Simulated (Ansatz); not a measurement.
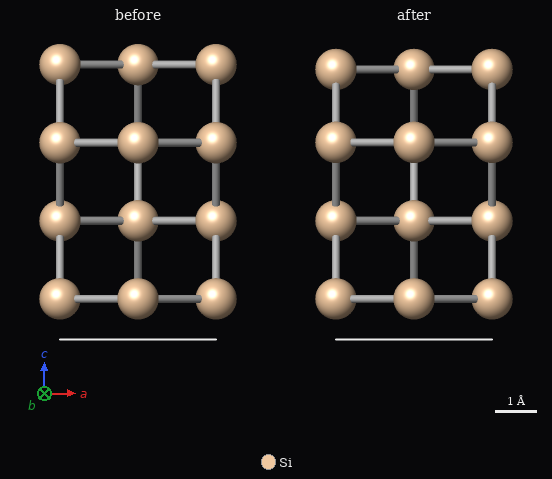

The structure of a slab of composition Si (cut from the Fd-3m phase) before (left) and after (right) a constrained relaxation, at one scale.

The picture is a ball-and-stick view of the cell of the calculation, outlined in the plane, without the vacuum, seen along the b axis.

Case: lower part held, upper part relaxed from the bulk's places. The slab is the (1 1 0) face of Si. 8 atoms are held fixed.

Level of theory: DFT PBEsol, scalar-relativistic, plane waves, PAW (Ansatz).

The input:
```yaml
crystal:
  lattice:
    - [3.8417168286, 0.0, 0.0]
    - [0.0, 10.8660160835, 0.0]
    - [0.0, 0.0, 20.7625752429]
  atoms:
    - { symbol: Si, position: [0.5, 0.5, 0.3612268667] }
    - { symbol: Si, position: [0.5, 0.0, 0.3612268667] }
    - { symbol: Si, position: [0.0, 0.625, 0.3612268667] }
    - { symbol: Si, position: [0.0, 0.125, 0.3612268667] }
    - { symbol: Si, position: [0.0, 0.75, 0.4537422889] }
    - { symbol: Si, position: [0.0, 0.25, 0.4537422889] }
    - { symbol: Si, position: [0.5, 0.875, 0.4537422889] }
    - { symbol: Si, position: [0.5, 0.375, 0.4537422889] }
    - { symbol: Si, position: [0.5, 0.0, 0.5462577111] }
    - { symbol: Si, position: [0.5, 0.5, 0.5462577111] }
    - { symbol: Si, position: [0.0, 0.125, 0.5462577111] }
    - { symbol: Si, position: [0.0, 0.625, 0.5462577111] }
    - { symbol: Si, position: [0.0, 0.25, 0.6387731333] }
    - { symbol: Si, position: [0.0, 0.75, 0.6387731333] }
    - { symbol: Si, position: [0.5, 0.375, 0.6387731333] }
    - { symbol: Si, position: [0.5, 0.875, 0.6387731333] }
basis:
  ecutwfc: 420
kpoints:
  mp_grid: { grid: [9, 4, 1] }
hamiltonian:
  xc: pbesol
scf:
  occupations: { method: gaussian, width: 0.05 }
output:
  forces: true
  eigenvalues: true
  write_density: true
  write_potential: true
  elf: true
  volumetric_format: npy
relax:
  adjacent_minimum: "off"
  f_tol: 0.02
  max_steps: 90
  constraints: [{ sites: [0, 1, 2, 3, 4, 5, 6, 7] }]
efield:
  axis: 3
  dipole_correction: true
  ramp_width: 0.04
```

Run as
```bash
ansatz run input.yaml --threads 2 --pin off --max-ram 5120MiB --backend cpu --events-out ev --progress --plain --runs-dir out
```

Question: Summarise the run.

Answer: The largest moves, 0.13 Å, are those of Si13, Si14, Si15 and Si16. Si15 goes at 27° to the normal (−c side). The cell doesn't change. Among the contacts that change: Si13–Si15 2.353 → 2.286 Å, Si10–Si15 2.353 → 2.300 Å, Si10–Si12 2.353 → 2.328 Å, Si5–Si12 2.353 → 2.373 Å. Among the angles between lasting bonds that change: Si15–Si13–Si15 109.5° → 114.3°, Si8–Si10–Si15 109.5° → 105.7°. The energy falls by 0.116 eV per cell of the calculation in 3 geometry steps. Largest force component: 0.43 eV/Å at the start, 0.01 eV/Å at the end. Cost: 4.5 min on 2 threads of Intel(R) Xeon(R) Processor @ 2.50GHz (Skylake/Cascade Lake) (shared host), peak memory 1.2 GiB.
